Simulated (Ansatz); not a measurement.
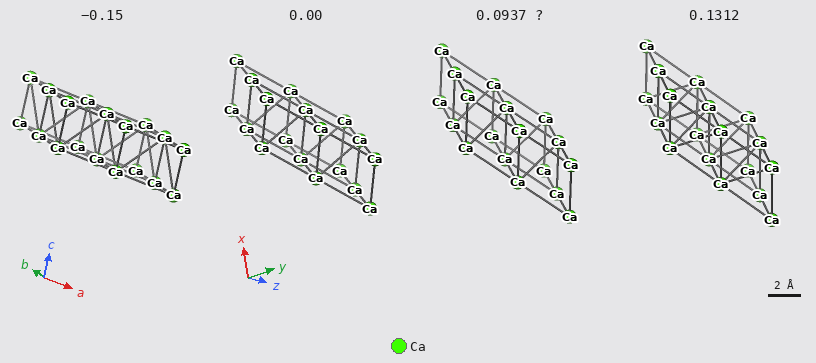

A scan of a crystal of Ca (Im-3m): the cell is strained along x and oppositely along y, with the atoms kept at their fractional coordinates. x, y and z are the Cartesian axes of the input. The picture is a ball-and-stick view of the cell of the calculation, repeated 2 × 2 × 1 with one cell outlined, seen slightly off an axis.

Theory: DFT PBEsol, scalar-relativistic, plane waves, PAW (Ansatz). Set-up: plane-wave cutoff 420 eV; k-point mesh 16 × 16 × 16; occupations gaussian; smearing width 0.15 eV; no spin polarisation. Energies (free energies at the smearing named) are counted from the cell as listed in its source, which wasn't relaxed.

| strain | ΔE (meV/atom) |
| --- | --- |
| −0.1500 | 13.5 |
| −0.0750 | −2.0 |
| 0.0000 | 0.0 |
| 0.0187 | −0.3 |
| 0.0375 | −1.0 |
| 0.0562 | −1.7 |
| 0.0937 | ? |
| 0.1125 | 1.1 |
| 0.1312 | 5.7 |

**One row is withheld. What is its energy?**

A straight line between the two neighbours gives 0.2 meV/atom. A cubic through the four nearest rows (0.0375, 0.0562, 0.1125, 0.1312) gives, with Lagrange weights, (−0.2012)(−1.0) + (0.5018)(−1.7) + (1.0009)(1.1) + (−0.3015)(5.7) = −1.3 meV/atom. The calculation gives −1.3 meV/atom, so the cubic is right to the digits shown and the straight line 1.5 meV/atom too high, as the curve bends upwards here.

The whole profile:

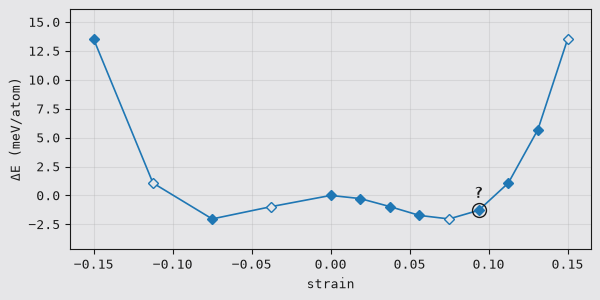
